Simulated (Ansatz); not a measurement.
# Geometry relaxation, with input and output: Ir8O13 (part 1 of 3)

The run: geometry relaxation of Ir8O13 (P1, 21 atoms in the cell). Method and program: DFT PBE, scalar-relativistic, plane waves, PAW, no spin polarisation (Ansatz 0.2.0).

The structure was built on a prototype by a generator; it need not be a known phase. It belongs to a series of runs on one base structure; here: 3 of 16 O atoms taken out at random. Figures and captions count atoms from 1; the log counts them from 0 in places.

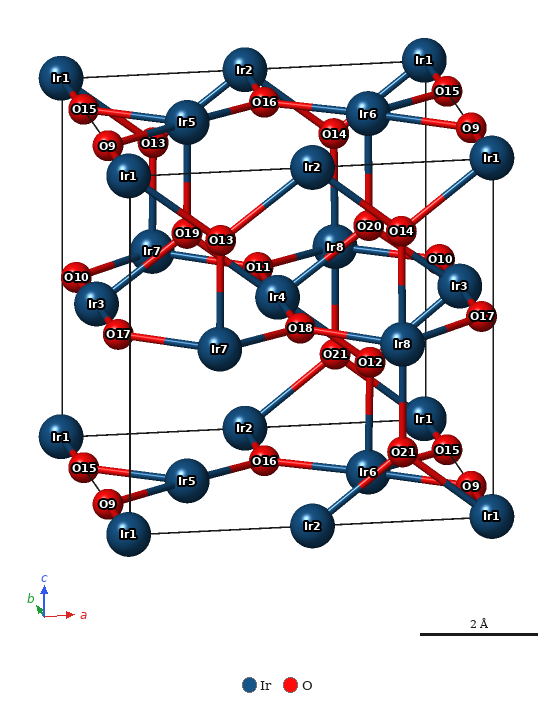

**Figure 1.** The starting structure (ball-and-stick view of the cell of the calculation, seen slightly off an axis; atoms are numbered from 1 in the order of the input). Near neighbours in the crystal (not all of them lie inside the picture): Ir has 5 O at 1.93 to 2.04 Å; Ir has 4 O at 1.97 to 2.02 Å; Ir has 6 O at 1.93 to 2.05 Å; O has 3 Ir at 1.93 to 2.05 Å.

**Key numbers**

```tsv
quantity	value
outcome	converged
space group (tolerance 0.01 Å)	P1 (1)
electrons treated	214
free energy	−102837.0030 eV
Fermi energy	14.237 eV
gap on the k-point mesh	0.21 eV
pressure	0.11 GPa
final volume	243.61 Å³
largest force (length of the vector) at the end	0.031 eV/Å
final cell	a = 6.097 Å, b = 6.368 Å, c = 6.276 Å, α = 90.16°, β = 90.94°, γ = 89.00°
hardware	4 threads of Intel Xeon @ 2.50GHz (Skylake/Cascade Lake), 12 GiB of memory available, shared host
wall time	80 s (CPU time 4.9 min)
peak memory	1.1 GiB
```

**Notes**

The k-point mesh is coarse (a preliminary or cheap run), so energies and forces are approximate. Spin–orbit coupling is left out, which matters for Ir.

**The input**
```yaml
crystal:
  lattice:
    - [0.0, 0.0, 6.3596473142]
    - [4.528840756, 4.528840756, 0.0]
    - [-4.528840756, 4.528840756, 0.0]
  atoms:
    - { symbol: Ir, position: [0.9957962948, 0.9968965038, 0.0024789787] }
    - { symbol: Ir, position: [0.5026106856, 0.0003460573, 0.9998602204] }
    - { symbol: Ir, position: [0.0015013449, 0.5030903302, 0.5070010257] }
    - { symbol: Ir, position: [0.5001592114, 0.5042821736, 0.5005396954] }
    - { symbol: Ir, position: [0.2503395307, 0.4982152014, 0.0023800196] }
    - { symbol: Ir, position: [0.74946825, 0.5028550685, 0.0008598907] }
    - { symbol: Ir, position: [0.2471569895, 0.9989573794, 0.5062007121] }
    - { symbol: Ir, position: [0.7498833232, 0.9966938896, 0.4952282926] }
    - { symbol: O, position: [0.9967111131, 0.3075710771, 0.0020770766] }
    - { symbol: O, position: [0.0029539001, 0.8104821389, 0.4973548639] }
    - { symbol: O, position: [0.5025627888, 0.8081460625, 0.5005882911] }
    - { symbol: O, position: [0.7529613867, 0.4948933957, 0.3090469201] }
    - { symbol: O, position: [0.2504026947, 0.0039774247, 0.8080557474] }
    - { symbol: O, position: [0.7472089008, 0.0009424728, 0.8093213845] }
    - { symbol: O, position: [0.001348209, 0.6919708766, 0.9988208485] }
    - { symbol: O, position: [0.4988644249, 0.6924996392, 0.9933134233] }
    - { symbol: O, position: [0.0035742631, 0.1926014189, 0.5067234077] }
    - { symbol: O, position: [0.5040315142, 0.1886264691, 0.5001594903] }
    - { symbol: O, position: [0.2506244864, 0.5042751762, 0.6911848651] }
    - { symbol: O, position: [0.7495205628, 0.494899473, 0.6907032927] }
    - { symbol: O, position: [0.7509682855, 0.0014326889, 0.1935070306] }
  symmetry: { detect: false }
basis:
  ecutwfc: 420
kpoints:
  mp_grid: { grid: [2, 2, 2], shift: [0.5, 0.5, 0.5] }
hamiltonian:
  xc: pbe
scf:
  occupations: { method: gaussian, width: 0.1 }
  lower_state_search: "off"
output:
  forces: true
  stress: true
  eigenvalues: true
relax:
  adjacent_minimum: "off"
  f_tol: 0.04
  max_steps: 50
  cell: { stress_tol: 0.3 }
```

Launched with:
```bash
ansatz run input.yaml --threads 4 --pin off --max-ram 9216MiB --backend cpu --events-out ev --progress --plain --runs-dir out
```

**Log**
```
Engine: ansatz 0.2.0, x86_64-unknown-linux-gnu
Pseudopotentials: kind: paw
Pseudopotential: Ir, paw, valence charge 17, recommended cutoff 420 eV (normal), Ir.paw.azcp
Pseudopotential: O, paw, valence charge 6, recommended cutoff 420 eV (normal), O.paw.azcp
Functional definition: PBE
  parameter kappa = 0.804
  parameter beta = 0.06672455060314922
  exchange = pbe_x(kappa = kappa, mu = beta*pi^2/3)
  correlation = pbe_c(beta = beta)
Crystal: 21 atoms, lattice volume = 260.878 Å³
Basis set: ecut = 420 eV, 5081 PW (Γ), exchange–correlation on 90×90×90 points (8 copies of the dense FFT grid, shifted against one another)
Bands: 129, of which v1, the nominal top of the filled ones, is band 107 counted from 1 (106 counted from 0)
Symmetry: 1 space group operations
k-points: 4 of 8 (time reversal used)
Non-local potential: Ir, projectors of the file, l = 0: 3, l = 1: 2, l = 2: 2, l = 3: 1
Non-local potential: O, projectors of the file, l = 0: 2, l = 1: 2, l = 2: 1
PAW form: soft (Blöchl's): semilocal exchange-correlation on the pseudo side does not see the compensation charge
PAW one-centre angular grid: Ir, 590 points (default); XC on 64 Gauss nodes
PAW one-centre angular grid: O, 110 points (default); XC on 64 Gauss nodes
Initial density: superposition of atomic densities (neutral atoms: chi_scale 0, normalization atom), corrected by the library's trained network
Initial wavefunctions: pseudopotential atomic-orbital guess
Functional: x = pbe(κ = 0.804, μ = 0.2195149727645171), c = pbe(β = 0.06672455060314922)
SCF iter   1: F=—  HF=-102834.690018 eV  |F-HF|=—  |Δ(HF+E_count)|=         —  Δρ=1.74e-2  dr2=1.18e0  ethr=1.77e-3  ⟨swp⟩=5.0  Hψ=1707  notcnv=0  defer=13
preconditioner: auto → LDOS  [insulator: Δε(μ)=0.209 eV  Ē_g=9.798 eV  σ=0.100 eV  W_gap=0.86  n_scr=80 (ndim 8)  ℏωp=28.2 eV  f_vac=0.036  D(μ)=6.14/eV (n_scr^D=32)  ε∞_Penn≈9.3  β→1.0]
SCF iter   2: F=—  HF=-102834.734238 eV  |F-HF|=—  |Δ(HF+E_count)|=   4.42e-2  Δρ=2.24e-2  dr2=2.44e0  ethr=5.52e-4  ⟨swp⟩=2.0  Hψ=850  notcnv=0  defer=42
SCF iter   3: F=—  HF=-102834.523878 eV  |F-HF|=—  |Δ(HF+E_count)|=   2.10e-1  Δρ=2.67e-3  dr2=1.86e-2  ethr=5.52e-4  ⟨swp⟩=2.0  Hψ=605  notcnv=0  defer=42
SCF iter   4: F=—  HF=-102834.523096 eV  |F-HF|=—  |Δ(HF+E_count)|=   7.82e-4  Δρ=1.17e-3  dr2=3.25e-3  ethr=8.68e-6  ⟨swp⟩=2.0  Hψ=637  notcnv=0  defer=42
SCF iter   5: F=—  HF=-102834.523025 eV  |F-HF|=—  |Δ(HF+E_count)|=   7.09e-5  Δρ=5.15e-4  dr2=7.25e-4  ethr=1.52e-6  ⟨swp⟩=3.0  Hψ=758  notcnv=0  defer=42
SCF iter   6: F=—  HF=-102834.522972 eV  |F-HF|=—  |Δ(HF+E_count)|=   5.32e-5  Δρ=2.35e-4  dr2=1.34e-4  ethr=3.39e-7  ⟨swp⟩=2.8  Hψ=762  notcnv=0  defer=42
SCF iter   7: F=—  HF=-102834.522969 eV  |F-HF|=—  |Δ(HF+E_count)|=   2.50e-6  Δρ=1.20e-4  dr2=3.41e-5  ethr=6.25e-8  ⟨swp⟩=2.0  Hψ=678  notcnv=0  defer=42
SCF iter   8: F=—  HF=-102834.522573 eV  |F-HF|=—  |Δ(HF+E_count)|=   3.97e-4  Δρ=5.25e-5  dr2=5.96e-6  ethr=1.59e-8  ⟨swp⟩=2.8  Hψ=944  notcnv=0  defer=39
SCF iter   9: F=—  HF=-102834.522572 eV  |F-HF|=—  |Δ(HF+E_count)|=   3.06e-7  Δρ=1.75e-5  dr2=9.47e-7  ethr=2.78e-9  ⟨swp⟩=2.0  Hψ=705  notcnv=0  defer=39
SCF iter  10: F=—  HF=-102834.522572 eV  |F-HF|=—  |Δ(HF+E_count)|=   8.06e-8  Δρ=7.28e-6  dr2=1.26e-7  ethr=4.42e-10  ⟨swp⟩=2.0  Hψ=713  notcnv=0  defer=39
SCF iter  11: F=-102834.522572 eV  HF=-102834.522572 eV  |F-HF|=2.31e-8  |Δ(HF+E_count)|=   3.91e-9  Δρ=3.26e-6  dr2=2.94e-8  ethr=4.67e-11  ⟨swp⟩=9.0  Hψ=1596  notcnv=0
SCF 1 converged in 11 iterations: F = -102834.522572 eV  dr2 = 2.94e-8
  greatest PAW one-centre occupation: 1.000 electrons in one spin orbital (limit 2), on the Ir atom at site 7 (counted from 0), in its partial waves of l = 0
relax step   1: F+E_penalty+E_count = -102834.52257228 eV  Δ(F+E_penalty+E_count) = +0.000e0 eV  max|allowed force component| = 3.078e0 eV/Å  Δτ_max = 0.0000 Å  P = -4.322 GPa  Ω = 260.878 Å³  (11 SCF iters, dr2 threshold 1.00e-7 eV, accepted)
Crystal: 21 atoms, lattice volume = 246.028 Å³
Basis set: ecut = 420 eV, 4823 PW (Γ), exchange–correlation on 90×90×90 points (8 copies of the dense FFT grid, shifted against one another)
Initial density: handed on by an earlier stage of this run
Initial wavefunctions: those handed on with the density
iter 1 solved again at ethr=1.21e-3 eV; its pass at ethr=3.10e-3 eV (dr2=2.59e0 eV) is discarded
SCF iter   1: F=—  HF=-102836.559279 eV  |F-HF|=—  |Δ(HF+E_count)|=         —  Δρ=4.80e-2  dr2=2.62e0  ethr=1.21e-3  ⟨swp⟩=2.0  Hψ=2059  notcnv=0
preconditioner: auto → LDOS  [insulator: Δε(μ)=0.196 eV  Ē_g=10.044 eV  σ=0.100 eV  W_gap=0.83  n_scr=80 (ndim 8)  ℏωp=29.0 eV  f_vac=0.019  D(μ)=5.82/eV (n_scr^D=32)  ε∞_Penn≈9.3  β→1.0]
SCF iter   2: F=—  HF=-102836.864853 eV  |F-HF|=—  |Δ(HF+E_count)|=   3.06e-1  Δρ=2.34e-2  dr2=3.73e0  ethr=1.21e-3  ⟨swp⟩=3.0  Hψ=1031  notcnv=0
SCF iter   3: F=—  HF=-102836.194751 eV  |F-HF|=—  |Δ(HF+E_count)|=   6.70e-1  Δρ=5.75e-3  dr2=6.80e-2  ethr=1.21e-3  ⟨swp⟩=2.0  Hψ=887  notcnv=0  defer=41
SCF iter   4: F=—  HF=-102836.185593 eV  |F-HF|=—  |Δ(HF+E_count)|=   9.16e-3  Δρ=1.31e-3  dr2=3.08e-3  ethr=3.18e-5  ⟨swp⟩=2.0  Hψ=811  notcnv=0  defer=41
SCF iter   5: F=—  HF=-102836.184932 eV  |F-HF|=—  |Δ(HF+E_count)|=   6.61e-4  Δρ=3.52e-4  dr2=2.37e-4  ethr=1.44e-6  ⟨swp⟩=2.0  Hψ=871  notcnv=0  defer=41
SCF iter   6: F=—  HF=-102836.185010 eV  |F-HF|=—  |Δ(HF+E_count)|=   7.84e-5  Δρ=1.72e-4  dr2=5.87e-5  ethr=1.11e-7  ⟨swp⟩=2.0  Hψ=739  notcnv=0  defer=41
SCF iter   7: F=—  HF=-102836.185009 eV  |F-HF|=—  |Δ(HF+E_count)|=   1.09e-6  Δρ=8.99e-5  dr2=1.55e-5  ethr=2.74e-8  ⟨swp⟩=2.0  Hψ=700  notcnv=0  defer=41
SCF iter   8: F=—  HF=-102836.185009 eV  |F-HF|=—  |Δ(HF+E_count)|=   5.89e-7  Δρ=3.76e-5  dr2=3.28e-6  ethr=7.26e-9  ⟨swp⟩=2.2  Hψ=639  notcnv=0  defer=41
SCF iter   9: F=-102836.185008 eV  HF=-102836.185008 eV  |F-HF|=3.08e-7  |Δ(HF+E_count)|=   2.50e-7  Δρ=1.27e-5  dr2=4.13e-7  ethr=9.81e-10  ⟨swp⟩=10.0  Hψ=1694  notcnv=0
SCF 2 converged in 9 iterations: F = -102836.185008 eV  dr2 = 4.13e-7
[... from here on the iterations of each SCF are left out, up to the last one ...]
relax step   2: F+E_penalty+E_count = -102836.18500811 eV  Δ(F+E_penalty+E_count) = -1.662e0 eV  max|allowed force component| = 1.565e0 eV/Å  Δτ_max = 0.1969 Å  P = -0.178 GPa  Ω = 246.028 Å³  energy of the carried Pulay correction = +5.901e-2 eV  (9 SCF iters, dr2 threshold 2.10e-6 eV, accepted)
Crystal: 21 atoms, lattice volume = 242.462 Å³
Basis set: ecut = 420 eV, 4749 PW (Γ), exchange–correlation on 90×90×90 points (8 copies of the dense FFT grid, shifted against one another)
preconditioner: auto → LDOS  [insulator: Δε(μ)=0.197 eV  Ē_g=10.153 eV  σ=0.100 eV  W_gap=0.84  n_scr=80 (ndim 8)  ℏωp=29.2 eV  f_vac=0.022  D(μ)=6.32/eV (n_scr^D=32)  ε∞_Penn≈9.3  β→1.0]
SCF 3 converged in 7 iterations: F = -102836.637389 eV  dr2 = 1.03e-6
relax step   3: F+E_penalty+E_count = -102836.63738877 eV  Δ(F+E_penalty+E_count) = -4.524e-1 eV  max|allowed force component| = 1.101e0 eV/Å  Δτ_max = 0.1095 Å  P = +1.833 GPa  Ω = 242.462 Å³  energy of the carried Pulay correction = +7.369e-2 eV  (7 SCF iters, dr2 threshold 2.10e-6 eV, accepted)
Crystal: 21 atoms, lattice volume = 242.770 Å³
Basis set: ecut = 420 eV, 4757 PW (Γ), exchange–correlation on 90×90×90 points (8 copies of the dense FFT grid, shifted against one another)
preconditioner: auto → LDOS  [insulator: Δε(μ)=0.213 eV  Ē_g=10.014 eV  σ=0.100 eV  W_gap=0.87  n_scr=80 (ndim 8)  ℏωp=29.2 eV  f_vac=0.023  D(μ)=4.14/eV (n_scr^D=24)  ε∞_Penn≈9.5  β→1.0]
SCF 4 converged in 7 iterations: F = -102836.817065 eV  dr2 = 7.09e-7
relax step   4: F+E_penalty+E_count = -102836.81706473 eV  Δ(F+E_penalty+E_count) = -1.797e-1 eV  max|allowed force component| = 9.216e-1 eV/Å  Δτ_max = 0.2000 Å  P = -0.234 GPa  Ω = 242.770 Å³  energy of the carried Pulay correction = +7.242e-2 eV  (7 SCF iters, dr2 threshold 2.10e-6 eV, accepted)
Crystal: 21 atoms, lattice volume = 243.758 Å³
Basis set: ecut = 420 eV, 4767 PW (Γ), exchange–correlation on 90×90×90 points (8 copies of the dense FFT grid, shifted against one another)
preconditioner: auto → LDOS  [insulator: Δε(μ)=0.209 eV  Ē_g=10.043 eV  σ=0.100 eV  W_gap=0.86  n_scr=80 (ndim 8)  ℏωp=29.1 eV  f_vac=0.027  D(μ)=4.17/eV (n_scr^D=26)  ε∞_Penn≈9.4  β→1.0]
SCF 5 converged in 6 iterations: F = -102836.997990 eV  dr2 = 9.29e-7
relax step   5: F+E_penalty+E_count = -102836.99799043 eV  Δ(F+E_penalty+E_count) = -1.809e-1 eV  max|allowed force component| = 3.371e-1 eV/Å  Δτ_max = 0.1296 Å  P = -0.343 GPa  Ω = 243.758 Å³  energy of the carried Pulay correction = +6.833e-2 eV  (6 SCF iters, dr2 threshold 2.10e-6 eV, accepted)
Crystal: 21 atoms, lattice volume = 243.236 Å³
Basis set: ecut = 420 eV, 4759 PW (Γ), exchange–correlation on 90×90×90 points (8 copies of the dense FFT grid, shifted against one another)
preconditioner: auto → LDOS  [insulator: Δε(μ)=0.202 eV  Ē_g=10.033 eV  σ=0.100 eV  W_gap=0.85  n_scr=80 (ndim 8)  ℏωp=29.2 eV  f_vac=0.029  D(μ)=3.83/eV (n_scr^D=18)  ε∞_Penn≈9.4  β→1.0]
SCF 6 converged in 6 iterations: F = -102837.036528 eV  dr2 = 1.31e-6
relax step   6: F+E_penalty+E_count = -102837.03652840 eV  Δ(F+E_penalty+E_count) = -3.854e-2 eV  max|allowed force component| = 2.202e-1 eV/Å  Δτ_max = 0.1162 Å  P = +0.427 GPa  Ω = 243.236 Å³  energy of the carried Pulay correction = +7.049e-2 eV  (6 SCF iters, dr2 threshold 2.10e-6 eV, accepted)
Crystal: 21 atoms, lattice volume = 244.264 Å³
Basis set: ecut = 420 eV, 4783 PW (Γ), exchange–correlation on 90×90×90 points (8 copies of the dense FFT grid, shifted against one another)
preconditioner: auto → LDOS  [insulator: Δε(μ)=0.207 eV  Ē_g=10.023 eV  σ=0.100 eV  W_gap=0.86  n_scr=80 (ndim 8)  ℏωp=29.1 eV  f_vac=0.030  D(μ)=3.87/eV (n_scr^D=18)  ε∞_Penn≈9.4  β→1.0]
SCF 7 converged in 5 iterations: F = -102837.045017 eV  dr2 = 1.53e-6
relax step   7: F+E_penalty+E_count = -102837.04501690 eV  Δ(F+E_penalty+E_count) = -8.489e-3 eV  max|allowed force component| = 1.379e-1 eV/Å  Δτ_max = 0.0283 Å  P = -0.130 GPa  Ω = 244.264 Å³  energy of the carried Pulay correction = +6.625e-2 eV  (5 SCF iters, dr2 threshold 2.10e-6 eV, accepted)
Crystal: 21 atoms, lattice volume = 244.141 Å³
Basis set: ecut = 420 eV, 4781 PW (Γ), exchange–correlation on 90×90×90 points (8 copies of the dense FFT grid, shifted against one another)
preconditioner: auto → LDOS  [insulator: Δε(μ)=0.208 eV  Ē_g=10.020 eV  σ=0.100 eV  W_gap=0.86  n_scr=80 (ndim 8)  ℏωp=29.1 eV  f_vac=0.030  D(μ)=3.66/eV (n_scr^D=18)  ε∞_Penn≈9.4  β→1.0]
SCF 8 converged in 5 iterations: F = -102837.047630 eV  dr2 = 7.50e-7
relax step   8: F+E_penalty+E_count = -102837.04763001 eV  Δ(F+E_penalty+E_count) = -2.613e-3 eV  max|allowed force component| = 9.701e-2 eV/Å  Δτ_max = 0.0186 Å  P = -0.046 GPa  Ω = 244.141 Å³  energy of the carried Pulay correction = +6.675e-2 eV  (5 SCF iters, dr2 threshold 1.19e-6 eV, accepted)
Crystal: 21 atoms, lattice volume = 244.093 Å³
preconditioner: auto → LDOS  [insulator: Δε(μ)=0.212 eV  Ē_g=10.023 eV  σ=0.100 eV  W_gap=0.87  n_scr=80 (ndim 8)  ℏωp=29.1 eV  f_vac=0.030  D(μ)=3.49/eV (n_scr^D=18)  ε∞_Penn≈9.4  β→1.0]
SCF 9 converged in 5 iterations: F = -102837.048759 eV  dr2 = 2.67e-7
relax step   9: F+E_penalty+E_count = -102837.04875933 eV  Δ(F+E_penalty+E_count) = -1.129e-3 eV  max|allowed force component| = 2.961e-2 eV/Å  Δτ_max = 0.0077 Å  P = +0.022 GPa  Ω = 244.093 Å³  energy of the carried Pulay correction = +6.695e-2 eV  (5 SCF iters, dr2 threshold 5.88e-7 eV, accepted)
Initial wavefunctions: pseudopotential atomic-orbital guess (no wavefunctions were taken with the density)
preconditioner: auto → LDOS  [insulator: Δε(μ)=0.212 eV  Ē_g=10.023 eV  σ=0.100 eV  W_gap=0.87  n_scr=80 (ndim 8)  ℏωp=29.1 eV  f_vac=0.030  D(μ)=3.50/eV (n_scr^D=18)  ε∞_Penn≈9.4  β→1.0]
SCF 10 converged in 6 iterations: F = -102837.003102 eV  dr2 = 2.97e-9
relax step  10: F+E_penalty+E_count = -102837.00310222 eV  Δ(F+E_penalty+E_count) = +4.566e-2 eV  max|allowed force component| = 2.854e-2 eV/Å  Δτ_max = 0.0000 Å  P = -0.288 GPa  Ω = 244.093 Å³  stress off target by 3.80e-1 GPa  SCF on the basis re-selected at this cell (its energy is not comparable with the rows above)  (6 SCF iters)
basis re-selected at this cell: Δ(F+E_penalty+E_count) = +4.566e-2 eV, ΔP = -0.309 GPa vs the last step (what re-selecting the basis moved, of the pressure what is left beyond the Pulay correction that the steps carried, after the strain that the cell walked since its last selection, with what the two solves' SCF thresholds leave and, on support functions, any second-order correction that the steps lacked; it is no measure of the basis error at this ecutwfc). This SCF's stress stands 3.80e-1 GPa from its target on what of the cell is left free (relax.cell.stress_tol is 3.00e-1 GPa) and its largest allowed force component is 2.85e-2 eV/Å (relax.f_tol is 4.00e-2 eV/Å): not within both, so this SCF does not close the relaxation
Crystal: 21 atoms, lattice volume = 243.612 Å³
Basis set: ecut = 420 eV, 4763 PW (Γ), exchange–correlation on 90×90×90 points (8 copies of the dense FFT grid, shifted against one another)
preconditioner: auto → LDOS  [insulator: Δε(μ)=0.211 eV  Ē_g=10.038 eV  σ=0.100 eV  W_gap=0.86  n_scr=80 (ndim 8)  ℏωp=29.1 eV  f_vac=0.029  D(μ)=3.49/eV (n_scr^D=18)  ε∞_Penn≈9.4  β→1.0]
SCF 11 converged in 5 iterations: F = -102837.005537 eV  dr2 = 6.21e-8
relax step  11: F+E_penalty+E_count = -102837.00553692 eV  Δ(F+E_penalty+E_count) = -2.435e-3 eV  max|allowed force component| = 2.240e-2 eV/Å  Δτ_max = 0.0042 Å  P = +0.115 GPa  Ω = 243.612 Å³  energy of the carried Pulay correction = +1.990e-3 eV  (5 SCF iters, dr2 threshold 3.61e-7 eV, accepted)
iter 1 solved again at ethr=1.02e-7 eV; its pass at ethr=3.10e-3 eV (dr2=2.19e-4 eV) is discarded
SCF iter   1: F=—  HF=-102837.003273 eV  |F-HF|=—  |Δ(HF+E_count)|=         —  Δρ=2.57e-5  dr2=3.66e-7  ethr=1.02e-7  ⟨swp⟩=4.0  Hψ=3183  notcnv=0
preconditioner: auto → LDOS  [insulator: Δε(μ)=0.210 eV  Ē_g=10.038 eV  σ=0.100 eV  W_gap=0.86  n_scr=80 (ndim 8)  ℏωp=29.1 eV  f_vac=0.030  D(μ)=3.52/eV (n_scr^D=18)  ε∞_Penn≈9.4  β→1.0]
SCF iter   2: F=—  HF=-102837.003045 eV  |F-HF|=—  |Δ(HF+E_count)|=   2.28e-4  Δρ=1.71e-5  dr2=5.82e-7  ethr=1.71e-10  ⟨swp⟩=3.0  Hψ=1120  notcnv=0
SCF iter   3: F=—  HF=-102837.003045 eV  |F-HF|=—  |Δ(HF+E_count)|=   7.07e-8  Δρ=5.04e-6  dr2=2.74e-8  ethr=1.71e-10  ⟨swp⟩=2.0  Hψ=796  notcnv=0
SCF iter   4: F=—  HF=-102837.003045 eV  |F-HF|=—  |Δ(HF+E_count)|=   9.65e-9  Δρ=2.12e-6  dr2=2.73e-8  ethr=3.53e-12  ⟨swp⟩=6.2  Hψ=1765  notcnv=0
SCF iter   5: F=-102837.003045 eV  HF=-102837.003045 eV  |F-HF|=1.14e-9  |Δ(HF+E_count)|=   6.37e-9  Δρ=6.01e-7  dr2=1.34e-9  ethr=3.53e-12  ⟨swp⟩=2.0  Hψ=1704  notcnv=0
SCF 12 converged in 5 iterations: F = -102837.003045 eV  dr2 = 1.34e-9
relax step  12: F+E_penalty+E_count = -102837.00304477 eV  Δ(F+E_penalty+E_count) = +2.492e-3 eV  max|allowed force component| = 2.237e-2 eV/Å  Δτ_max = 0.0000 Å  P = +0.107 GPa  Ω = 243.612 Å³  stress off target by 1.67e-1 GPa  SCF on the basis re-selected at this cell (its energy is not comparable with the rows above)  (5 SCF iters)
```

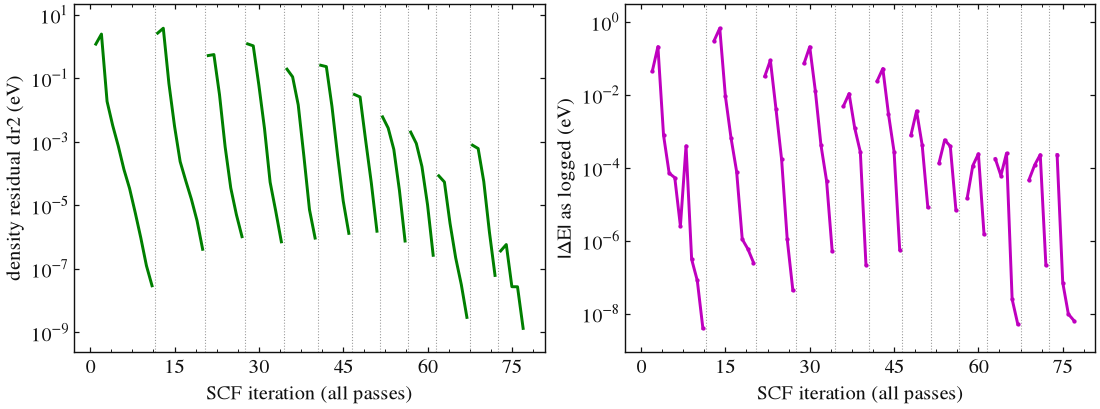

**Figure 2.** Convergence of the self-consistent field: density residual dr2 and size of the energy change against the SCF iteration. The dotted lines part the SCF passes of the relaxation: geometry steps, rejected trials and re-solves on a re-selected basis. The 12 passes take 5 to 11 iterations each, 77 in all.
